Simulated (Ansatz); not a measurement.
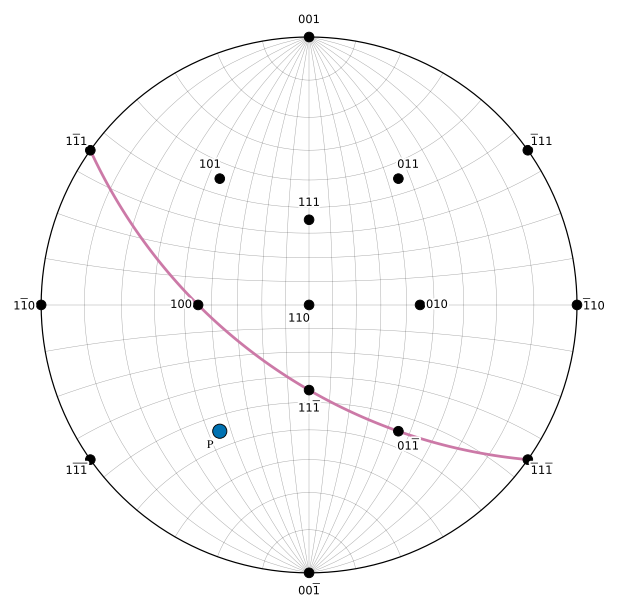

For GaSb, the input geometry of an electronic-structure calculation (not necessarily at equilibrium); the starting structure was generated, so it need not be a known form of this composition: stereographic projection of plane normals (upper hemisphere) centred on (1 1 0). All values are computed from the atomic coordinates in the standard setting (tolerance 0.002 Å).

a = 6.132 Å, b = 6.132 Å, c = 6.132 Å, α = 90.00°, β = 90.00°, γ = 90.00°.

Index the pole marked P.

Answer. P is (1 0 −1), 60.0° from the centre.

Which zone does the coloured great circle trace?

Answer. The zone [0 1 1]: its poles satisfy k + l = 0.

What is the angle between the normals of (−1 1 0) and (0 0 1), and what are their d_hkl = 1/|g|?

Answer. 90.0°; d = 4.336 Å and 6.132 Å.
